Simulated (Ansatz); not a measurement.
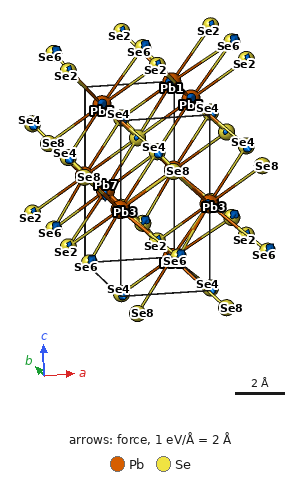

Starting geometry of a crystal of PbSe (built on the CsCl type) with the computed forces as blue arrows. Style: ball-and-stick. Shown: the cell of the calculation, slightly off an axis.

Case: shaken.

Method: DFT, PBEsol, plane waves, PAW in Ansatz 0.2.0.

Input
```yaml
crystal:
  lattice:
    - [3.7623354494, 0.0552757937, 0.0374149508]
    - [0.1105515874, 7.3840382699, 8.12419e-05]
    - [0.0748299017, 8.12419e-05, 7.3646819119]
  atoms:
    - { symbol: Pb, position: [-0.0291070537, -0.0122968038, -0.0008467373] }
    - { symbol: Se, position: [0.5163261715, 0.2627954824, 0.2477222454] }
    - { symbol: Pb, position: [-0.0047758507, 0.0052980729, 0.4930209705] }
    - { symbol: Se, position: [0.50140029, 0.2285240847, 0.7630659641] }
    - { symbol: Pb, position: [-0.0072936206, 0.5050423571, -0.0060462623] }
    - { symbol: Se, position: [0.5455355456, 0.7441385512, 0.2552671357] }
    - { symbol: Pb, position: [0.0308126637, 0.504996757, 0.5048189117] }
    - { symbol: Se, position: [0.4842870748, 0.7372374191, 0.7451605791] }
kpoints:
  mp_grid: { grid: [6, 2, 2] }
hamiltonian:
  xc: pbesol
scf:
  occupations: { method: fermi_dirac, width: 0.05 }
relax:
  f_tol: 0.01
  cell: {}
  max_steps: 120
```

Run as
```bash
ansatz run input.yaml --threads 2 --pin off --max-ram 2211MiB --backend cpu --events-out ev --progress --plain --runs-dir out
```

**Is this structure relaxed? If not, where do the atoms go?**

It isn't relaxed: the largest force vector, on Pb1, is 0.36 eV/Å. The final displacements have little in common with the starting forces (cosine between the two patterns 0.23). The energy falls by 175 meV per atom in 18 accepted moves (20 points after the start). Largest force component: 0.35 eV/Å at the start, 0.0042 eV/Å at the end. The pressure goes from 0.73 to −0.01 GPa. At 2 points the geometry stayed and the basis and grid were re-selected for the new cell (energy shift of 0.5 meV per atom at most each time). The atom that moves furthest relative to the cell is Se2 (1.22 Å along [−3 1 0]). By element the largest moves are Se 1.22 Å, Pb 1.21 Å. The drawn cell changes as follows: a 3.763 → 4.239 Å (+12.6 %), b 7.385 → 7.330 Å (−0.7 %), c 7.365 → 7.427 Å (+0.8 %), β 88.8° → 90.0°, γ 88.3° → 90.0°; the volume changes by +12.8 %. Among the contacts that change: Se2–Pb3 3.171 → 5.285 Å, Se6–Pb7 3.210 → 5.285 Å, Se4–Pb5 3.219 → 5.281 Å, Pb1–Se8 3.258 → 5.287 Å. Bonds break: Pb1–Se2 (3.17 → 5.20 Å), Se2–Pb3 (3.17 → 5.29 Å). Among the angles between lasting bonds that change: Se2–Pb3–Se8 109.1° → 176.9°, Se4–Pb5–Se6 112.1° → 177.1°, Pb3–Se2–Pb5 176.9° → 132.8°. The space group (tolerance 0.01 Å) goes from P1 (No. 1) to Cmc2_1 (No. 36). Cost: 64 s on 2 threads of AMD EPYC 9R45 96-Core Processor (Zen 5), with other jobs on the host, peak memory 0.65 GiB.

Limits of the set-up: the k-point mesh is coarse for a cell with partly filled bands.
